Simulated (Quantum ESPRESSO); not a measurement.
System: NaF (space group Fm-3m).

How it was computed, with Quantum ESPRESSO 7.5: plane-wave DFT, no spin polarisation; energies at scaled volumes of the given cell, shape and fractions fixed, counted from the fit's minimum, third-order Birch-Murnaghan fit. All runs: no spin polarisation.

- k mesh: 10×10×10
- occupations: Fermi–Dirac
- smearing width: 0.05 eV
- wave cutoff: 1197 eV
- density cutoff: 4789 eV

Settings that differ: PBEsol: potentials PseudoDojo-0.4.1-SR-PBEsol-standard; PBE + D3(BJ): potentials PseudoDojo-0.4.1-SR-PBE-standard.

Describe the result: the energy against volume, with one curve for each functional. The cases: PBEsol; PBE + D3(BJ).

The fitted equilibrium volumes, smallest first, are PBEsol 12.393, PBE + D3(BJ) 12.467 Å³/atom. The fitted bulk moduli, smallest first, are PBEsol 48.5, PBE + D3(BJ) 49.8 GPa.

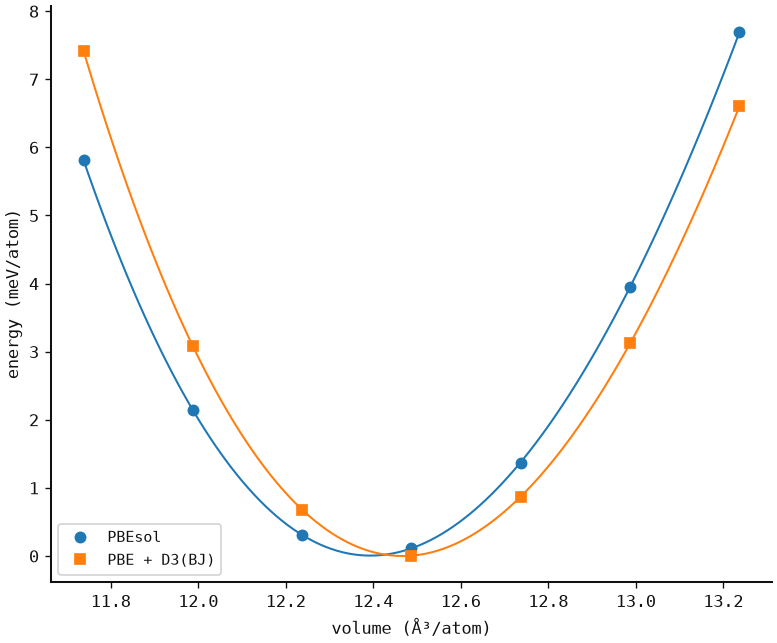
